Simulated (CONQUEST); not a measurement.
# A series of single points on CdSe

System: CdSe (P6₃mc, 8 atoms in the cell).
Method: Kohn-Sham DFT of a periodic cell, PBEsol, PseudoDojo NC PBEsol, no spin polarisation (CONQUEST 1.3).

The 7 runs differ only in the geometry, by an even scaling of the cell at fixed fractional positions. The structure derives from an entry of the Crystallography Open Database.

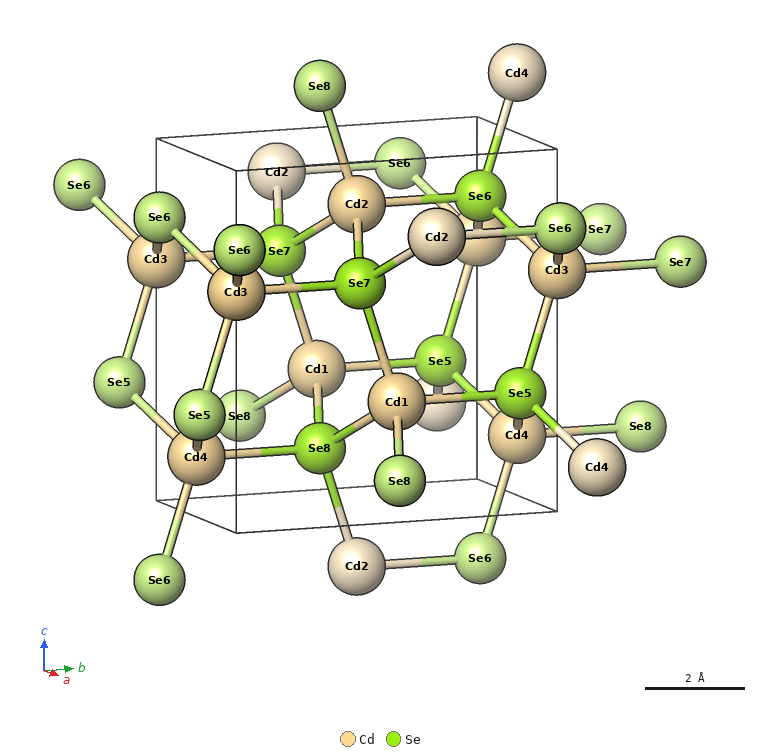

Figure 1. The structure of run 4 (ball-and-stick view of the cell of the calculation, seen slightly off an axis; neighbours outside the cell are drawn fainter; atoms are numbered from 1 in the order of the input).

**Input of run 4**
```
IO.Title CdSe
IO.Coordinates coords.dat
IO.FractionalAtomicCoords T
IO.Iprint 2
IO.Iprint_init 1
General.NumberOfSpecies 2
General.PseudopotentialType hamann
AtomMove.TypeOfRun static
AtomMove.FullStress T
Grid.PointsAlongX 48
Grid.PointsAlongY 72
Grid.PointsAlongZ 72
DM.SolutionMethod diagon
Diag.MPMesh T
Diag.GammaCentred T
Diag.MPMeshX 6
Diag.MPMeshY 4
Diag.MPMeshZ 4
Diag.kT 0.00183747
minE.SCTolerance 1e-6
SC.MaxIters 100
IO.AtomChargeOutput T
%block ChemicalSpeciesLabel
1 112.410 Cd
2 78.960 Se
%endblock
```

Command:
```bash
Conquest
```

Lattice vectors (Å) and fractional positions of run 4:
```
   4.300000    0.000000    0.000000
   0.000000    7.020000    0.000000
   0.000000    0.000000    7.447818
Cd  0.000000  0.500000  0.333333
Cd  0.500000  0.500000  0.833333
Cd  0.000000  0.000000  0.666667
Cd  0.500000  0.000000  0.166667
Se  0.000000  0.885000  0.333333
Se  0.500000  0.885000  0.833333
Se  0.000000  0.385000  0.666667
Se  0.500000  0.385000  0.166667
```

Run 5 has the same physical settings and fractional positions; its lattice vectors (Å) are:
```
   4.328478    0.000000    0.000000
   0.000000    7.066491    0.000000
   0.000000    0.000000    7.497143
```

**Results, with one run withheld**

| run | volume per atom (Å³) | free energy per atom, from the lowest run given (meV) | pressure (GPa) | gap on the mesh (eV) |
| --- | --- | --- | --- | --- |
| 1 | 26.416 | 29.51 | 4.91 | 0.95 |
| 2 | 26.978 | 14.93 | 3.43 | 0.89 |
| 3 | 27.540 | 5.27 | 2.09 | 0.83 |
| 4 | 28.102 | 0.00 | 0.92 | 0.77 |
| 5 | 28.665 | ? | ? | ? |
| 6 | 29.227 | 0.83 | −1.06 | 0.67 |
| 7 | 29.789 | 5.97 | −1.87 | 0.62 |

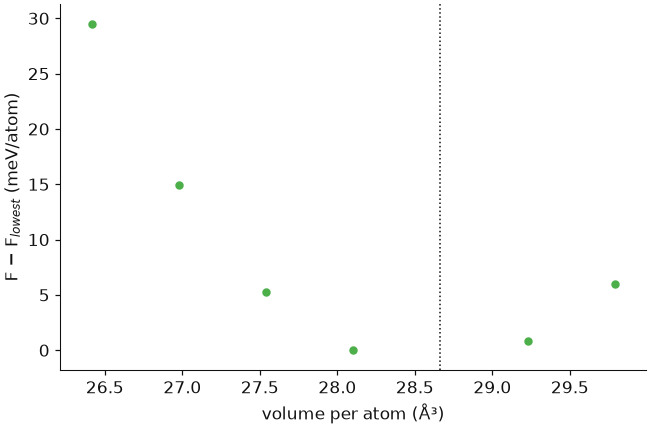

Figure 2. Free energy per atom of the runs given; the dotted line marks run 5.

Estimate the energy of run 5 from the others.

A cubic polynomial in V^(−2/3) (the Birch–Murnaghan form), fitted to the 6 runs given, misses them by at most 0.03 meV per atom. With x = V^(−2/3) − 0.10854 Å⁻², it reads F = 0.92712 + 2872 x + 9.1518e+05 x² + 4.8012e+06 x³ (meV per atom). At run 5 it gives −1.31 meV per atom, and the run itself gives −1.32. The slope of the fit gives a pressure −dF/dV of −0.13 GPa there, and the run prints −0.16 GPa. The fit has its minimum at 28.591 Å³ per atom, where V d²F/dV² gives 50.8 GPa. Cell shape and fractional positions are held, so this is the stiffness under even scaling; the relaxed bulk modulus wasn't computed. The gap on the mesh goes, without turning, from 0.95 eV in run 1 to 0.62 eV in run 7; run 5 has 0.72 eV. These are gaps of this functional on this mesh, which can miss the band edges; they aren't the measured gap.

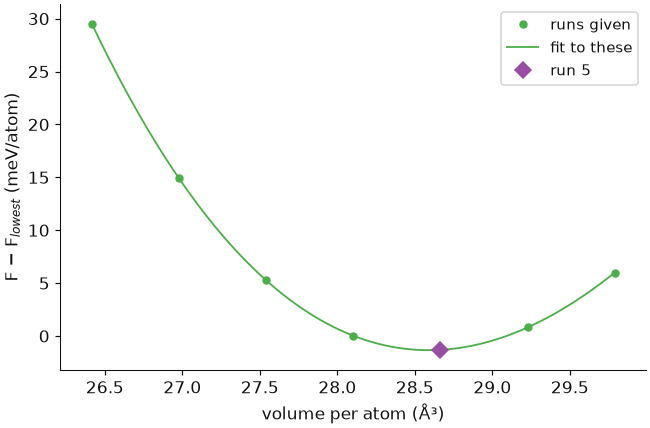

Figure 3. The fit and the withheld run.

**Some lines of the output (run 5)**
```
[...]
          DFT Total Energy                 :     -1185.281195324531382 Ha
          Free Energy (E-TS)               :     -1185.346776802018667 Ha
          DFT Total Energy                 :     -1185.341401228990890 Ha
          Free Energy (E-TS)               :     -1185.344099352322928 Ha
          DFT Total Energy                 :     -1185.343631227756305 Ha
          Free Energy (E-TS)               :     -1185.343687402965088 Ha
          DFT Total Energy                 :     -1185.343683862656690 Ha
          Free Energy (E-TS)               :     -1185.343685302171934 Ha
          DFT Total Energy                 :     -1185.343684334556201 Ha
          Free Energy (E-TS)               :     -1185.343685107160582 Ha
          DFT Total Energy                 :     -1185.343684314891107 Ha
      | Free Energy as E-TS      =     -1185.343685107160582 Ha
      |* DFT total energy        =     -1185.343684314891107 Ha
    force: Average pressure:     -0.15908727 GPa
```

Notes: With a small basis of atomic orbitals these values can differ much from converged plane-wave results.
